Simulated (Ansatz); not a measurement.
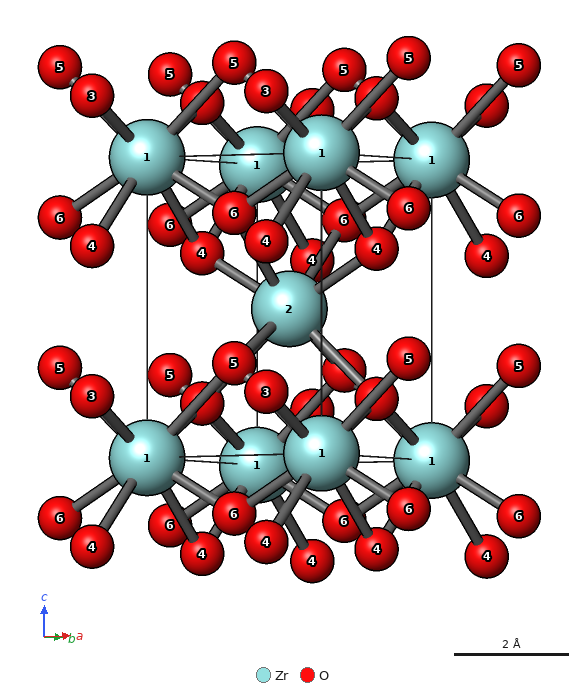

The starting point is crystalline ZrO$_{2}$ (built on the ZrO2-type type). A ball-and-stick model of the cell of the calculation, seen from a free direction.

Level of theory: DFT PBE, scalar-relativistic, plane waves, PAW in Ansatz 0.2.0. Settings: plane-wave cutoff 420 eV; k-point mesh 8 × 8 × 6; occupations gaussian; smearing width 0.05 eV; no spin polarisation.

The variant: The cell is strained by +3.0 % along a and none across it (volume +3.0 %), the atoms keeping their fractional coordinates. No relaxation follows.

> What is the effect?

Among the bonded contacts that change: O–Zr 2.077 → 2.077 to 2.125 Å, O–Zr 2.431 → 2.431 to 2.472 Å. The space group (tolerance 0.01 Å) goes from P4_2/nmc (No. 137) to Pmmn (No. 59). Energy change: +12.4 meV per atom. Pressure: 0.0 GPa before, −6.4 GPa after. The principal stresses (compression positive) are −2.9 GPa along c, −5.3 GPa along b, −11.0 GPa along a. The largest forces, 0.52 eV/Å, act on Zr1 and Zr2; on Zr1 it points along −c. The gap on the k-mesh goes from 4.04 to 3.81 eV.

Drawn alike, the variant:

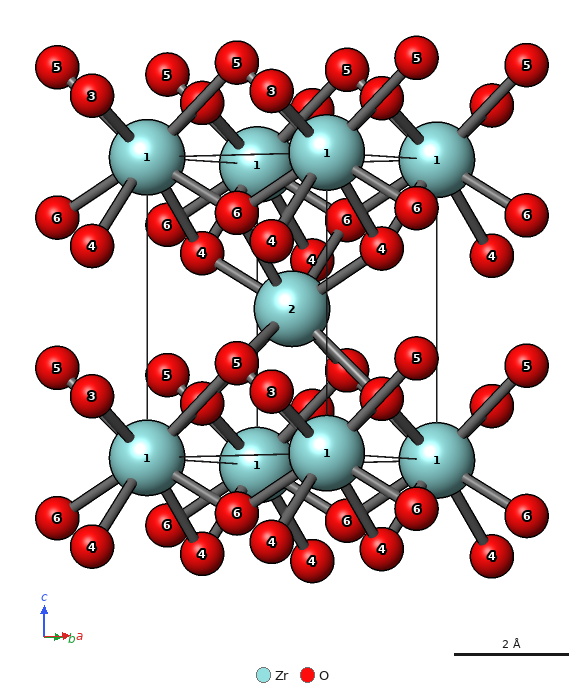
